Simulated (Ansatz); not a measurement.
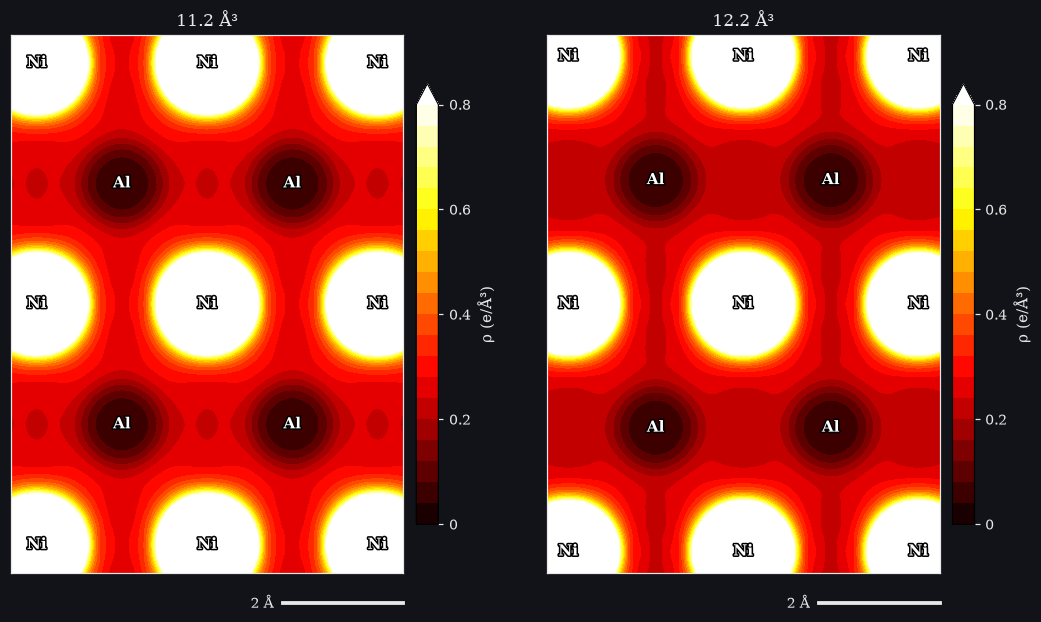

AlNi. The valence pseudo-density of cells scaled evenly to different volumes (given per atom above each panel), on the (101̄) plane of each (indices in the axes of the cell below), at one length scale and on one colour scale.

The program warned that a starting moment wasn't kept; spin-polarised, but the moments vanished.

Level of theory: Ansatz, Kohn-Sham DFT of a periodic cell, r2SCAN, Ansatz PAW.

The density is the valence pseudo-density of a PAW calculation; it isn't the true density close to the nuclei.

The largest cell:

```
Ni Al
1.0
     2.90008    0.00000    0.00000
     0.00000    2.90008    0.00000
     0.00000    0.00000    2.90008
Ni Al
1 1
Direct
  0.50000 0.50000 0.50000
  0.00000 0.00000 0.00000
```

| volume (Å³/atom) | Al–Ni contact in the plane (Å) | ρ at its midpoint (e/Å³) | pressure (GPa) | 
| --- | --- | --- | --- |
| 11.24 | 2.444 | 0.321 | 8.3 | 
| 11.96 | 2.495 | ? | ? | 
| 12.20 | 2.512 | 0.289 | −6.3 | 

Estimate the missing row, and compare with the calculation.

Over the known rows ln ρ falls by 1.54 per Å of Al–Ni distance (the line through the two), which gives 0.297 e/Å³ at 2.495 Å; the calculation gives 0.297 e/Å³. For the pressure, a straight line in volume between the neighbouring rows gives −2.7 GPa; the calculation gives −3.2, lower because pressure rises ever faster on compression.
